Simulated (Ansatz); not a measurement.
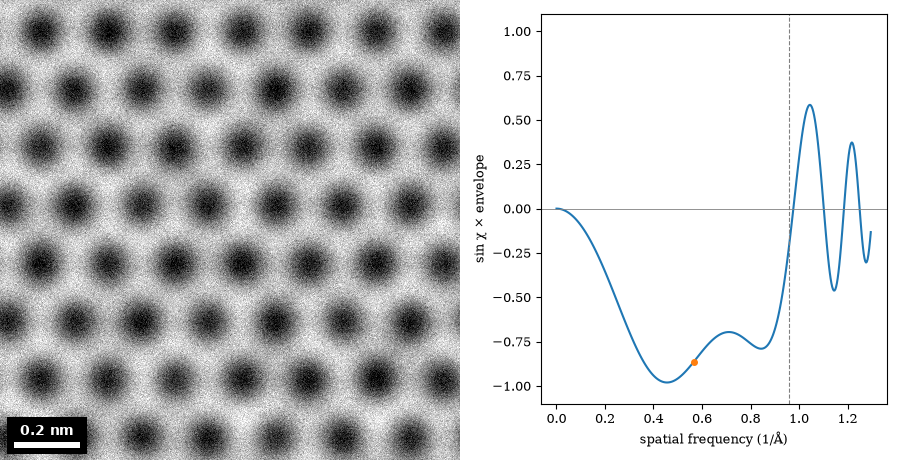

HRTEM-like image of Be (Im-3m, No. 229) along [111]. Simulated in the weak-phase-object approximation with neutral-atom potentials: 200 kV, Cs = 40 µm, defocus −120 Å (negative is underfocus), defocus spread 12 Å, aperture 0.96 1/Å. Shot noise and the speckle of an amorphous layer were added. Structure used: the input geometry of an electronic-structure calculation (not necessarily at equilibrium); the starting structure was generated, so it need not be a known form of this composition.

The plot gives the contrast transfer function, the aperture (dashed) and the crystal's spatial frequencies that carry visible contrast (dots).

Question: Do the atom columns appear dark or bright, and why?

Answer: Dark. With positive Cs and underfocus sin χ is negative over the pass band, so the strongest columns (Be) come out darker than the background.

Question: What point resolution do these settings give, and which lattice spacings pass?

Answer: About 1.0 Å (0.66 |Cs|^(1/4) λ^(3/4) with λ = 0.0251 Å). The spacings that carry visible contrast are {110} at 1.77 Å.
